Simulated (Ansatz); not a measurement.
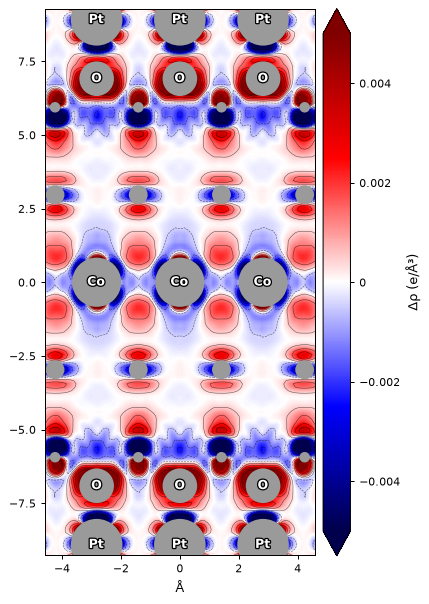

CoPtO2: difference of two self-consistent densities at the same geometry, ρ(PBE+U) − ρ(PBE), on the (100) plane of the conventional cell. Grey discs cover the cores, where the PAW densities can't be compared. Cores are masked to 0.8 Å (Co), 0.9 Å (Pt) and 0.6 Å (O).

Space group R-3m; computed without spin polarisation. It comes out metallic: the primitive cell's electron count is odd and spin wasn't tried, so the real compound may order its spins or charges. Effective Hubbard U: 3.3 eV on Co d. Spin-orbit coupling, left out here, splits and shifts the levels of such heavy elements, by tenths of an eV up to several eV. The cell comes from a database of computed structures, not from a measurement.

Both runs: Ansatz, scalar-relativistic, plane waves and PAW, same cutoff, k-points and PAW files (made with PBE).

Question: What differs between the two levels of theory?

Answer: Against PBE, and outside the masked cores, the largest gain lies at the edge of the masked core of O, and the largest loss lies at the edge of the masked core of Co. Bader charges are Co +1.36, Pt +0.46 and O −0.91 e with PBE and Co +1.39, Pt +0.47 and O −0.93 e with PBE+U. At this volume the pressure is 6 GPa with PBE and 7 GPa with PBE+U.
